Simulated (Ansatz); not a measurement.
The cell of CsPbI$_{3}$ (Pm-3m, No. 221). The cell is taken from coordinates from a relaxation with Ansatz 0.2.0, DFT, LDA, PAW with Ansatz's default frozen-core files, scalar-relativistic.

```xyz
5
Lattice="6.1562 0.0000 0.0000 0.0000 6.1562 0.0000 0.0000 0.0000 6.1562" Properties=species:S:1:pos:R:3 pbc="T T T"
Cs    3.0781    3.0781    3.0781
Pb    0.0000    0.0000    0.0000
I     0.0000    0.0000    3.0781
I     0.0000    3.0781    0.0000
I     3.0781    0.0000    0.0000
```

### Take as void every point where the procrystal density (the sum of the densities of spherically averaged neutral Hartree-Fock atoms) is below 0.002 e/bohr³. From Rb on the atoms have core potentials, so only their outer electrons count. What do the voids look like?

The voids take about 3.2 % of the cell (7.5 Å³ of 233.3 Å³) and are bounded by about 30 Å² of surface per cell. They are isolated pockets that do not connect across cells.

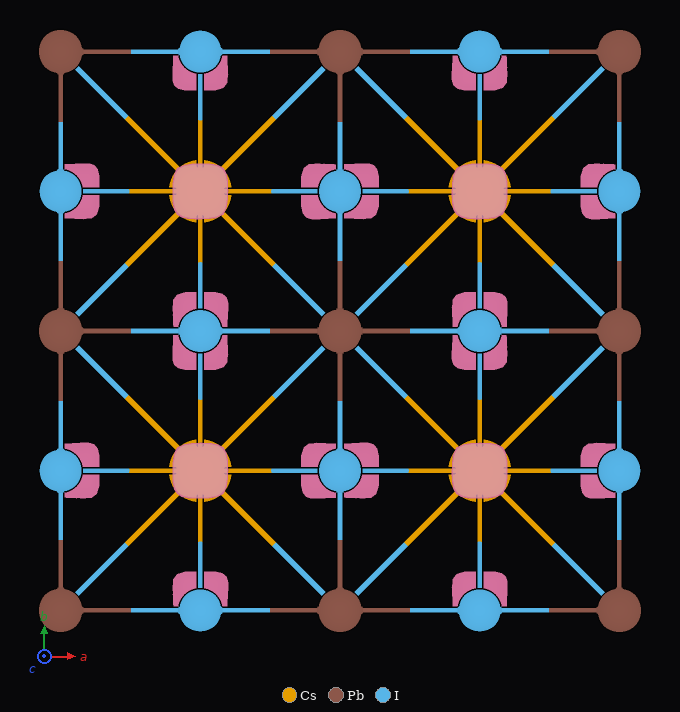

The voids drawn in 2×2×2 cells, view along the c axis. Pale faces close the region where the drawn box cuts it.
